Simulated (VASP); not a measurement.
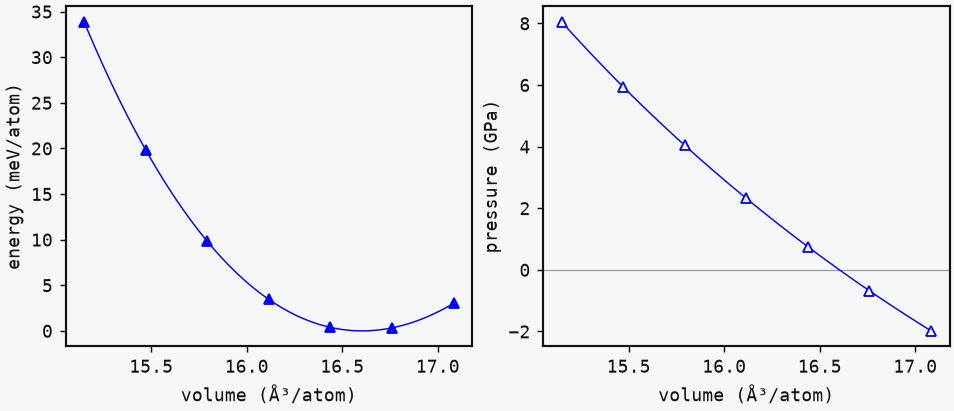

The picture above shows the energy and pressure against volume for Al, space group Im-3m (No. 229).

Cell as given: a = 2.756 Å, b = 2.756 Å, c = 2.756 Å, α = 109.47°, β = 109.47°, γ = 109.47°; 1 atom.

Calculation (VASP 6.6.1): plane-wave DFT, no spin polarisation; energies at scaled volumes of the given cell, shape and fractions fixed, counted from the fit's minimum, third-order Birch-Murnaghan fit. Level: PBEsol.

k mesh 12×12×12; occupations Fermi–Dirac; smearing width 0.05 eV; potentials VASP PAW PBE potentials, recommended; wave cutoff 520 eV.

The numbers behind the figure:

| volume (Å³/atom) | energy (meV/atom) | pressure (GPa) |
| --- | --- | --- |
| 15.15 | 33.88 | 8.05 |
| 15.47 | 19.83 | 5.94 |
| 15.79 | 9.83 | 4.04 |
| 16.12 | 3.45 | 2.32 |
| 16.44 | 0.38 | 0.75 |
| 16.76 | 0.33 | −0.68 |
| 17.08 | 3.01 | −1.98 |
